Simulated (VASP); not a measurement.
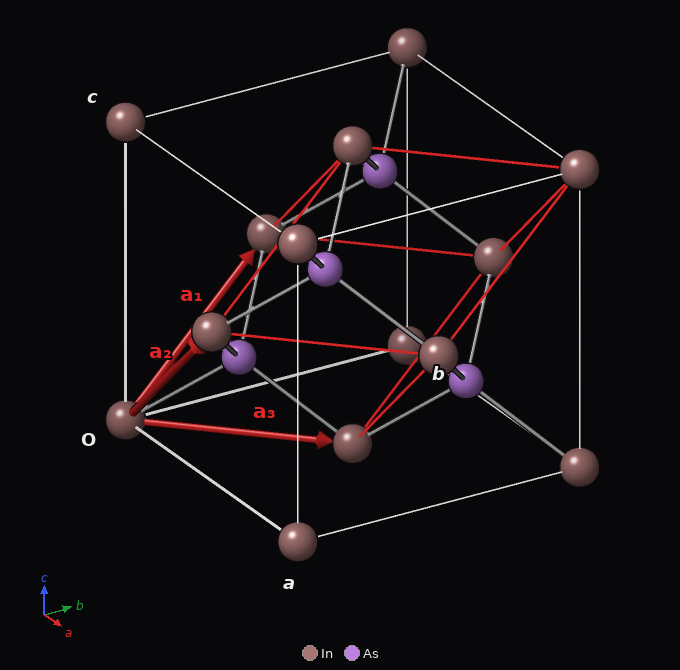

For InAs, the end point of a relaxation with VASP Kohn-Sham DFT of a periodic cell, HSEsol, VASP PAW PBE potentials, recommended (VASP): the conventional cell (thin) and a primitive cell (coloured, vectors a₁, a₂, a₃). The drawing is computed from the coordinates (standard cell, symmetry found to 0.002 Å).

a = 6.048 Å, b = 6.048 Å, c = 6.048 Å, α = 90.00°, β = 90.00°, γ = 90.00°.

Question: What is the centring, and how are the primitive vectors built?

Answer: F, face-centred cubic, with lattice points at (0, 0, 0), (1/2, 1/2, 0), (1/2, 0, 1/2), (0, 1/2, 1/2). a₁ = 1/2 b + 1/2 c; a₂ = 1/2 a + 1/2 c; a₃ = 1/2 a + 1/2 b.

Question: Give the primitive cell's size and content.

Answer: Edges 4.277, 4.277, 4.277 Å; angles 60.00°, 60.00°, 60.00°; volume 55.30 Å³, 1/4 of the conventional cell; 2 of its 8 atoms.
